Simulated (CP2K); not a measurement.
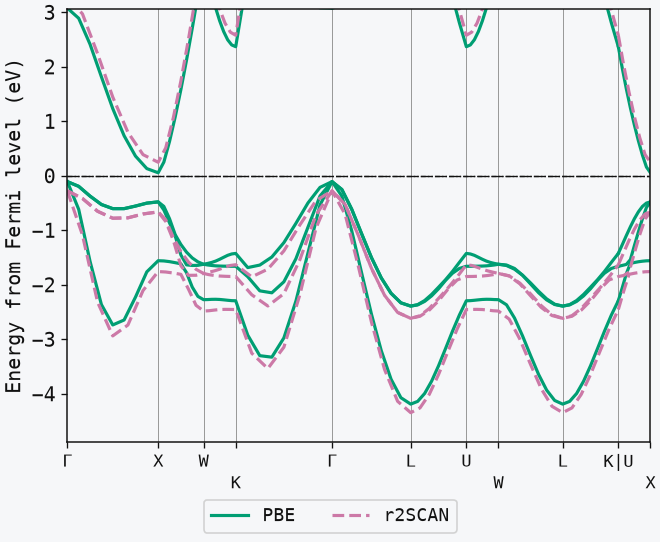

Band structures of rocksalt YN, space group Fm-3m (No. 225), 2 atoms in the primitive cell (cubic a = 4.877 Å), by two methods on the same cell. Each is counted from its own Fermi level.

What changes from one method to the other?

Answer. PBE gives a gap of 0.16 eV along the path and r2SCAN gives a gap of 0.52 eV along the path.

Settings. PBE: POTENTIAL_UZH Y GTH-PBE-q11, N GTH-PBE-q5; TZVP-MOLOPT-PBE-GTH basis, no spin polarisation, no spin-orbit coupling, 9×9×9 k mesh, Fermi-Dirac smearing of 0.1 eV (CP2K 2026.2). r2SCAN: POTENTIAL_UZH Y GTH-SCAN-q11, N GTH-SCAN-q5; TZVP-MOLOPT-SCAN-GTH basis, no spin polarisation, no spin-orbit coupling, 9×9×9 k mesh, Fermi-Dirac smearing of 0.05 eV (CP2K).

The cell is at 3 GPa in r2SCAN and 4 GPa in PBE. The basis of atomic orbitals isn't converged, which shifts gaps and empty levels. LDA, GGA and most meta-GGA functionals understate gaps.
